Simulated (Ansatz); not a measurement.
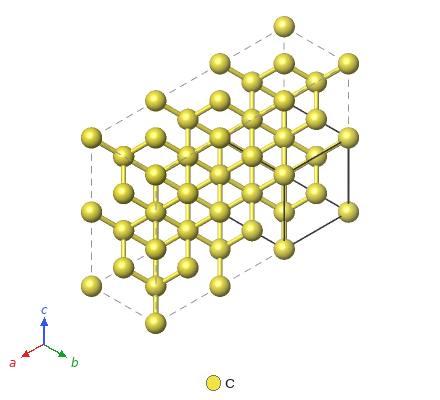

C (Fd-3m, No. 227): the geometry relaxed with DFT PBEsol, scalar-relativistic, plane waves, PAW (Ansatz 0.2.0); the starting structure was generated, so it need not be a known form of this composition.

```
CELL_PARAMETERS angstrom
3.55379 0.00000 0.00000
0.00000 3.55379 0.00000
0.00000 0.00000 3.55379
ATOMIC_POSITIONS crystal
C 0.50000 0.00000 0.50000
C 0.25000 0.75000 0.75000
C 0.50000 0.50000 0.00000
C 0.25000 0.25000 0.25000
C 0.00000 0.00000 0.00000
C 0.75000 0.75000 0.25000
C 0.00000 0.50000 0.50000
C 0.75000 0.25000 0.75000
```

> What will an iDPC-like image along [111] show? Simulated as the projected potential of neutral atoms (B = 0.3 Å²) blurred by a 0.78 Å probe, the thin-sample limit of integrated differential phase contrast. The speckle of an amorphous layer was added.

The columns repeat on a hexagonal net with a repeat of 1.45 Å (plane group p6mm). All columns are alike (C). The shortest distance between visible columns is 1.45 Å in projection. Along the beam the structure repeats every 6.16 Å.

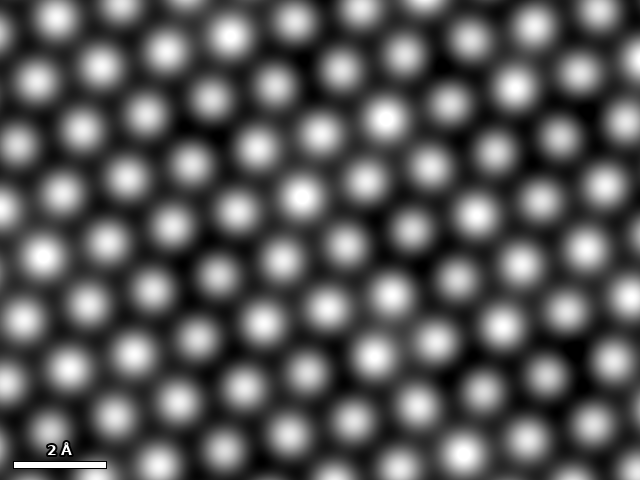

The simulated image.
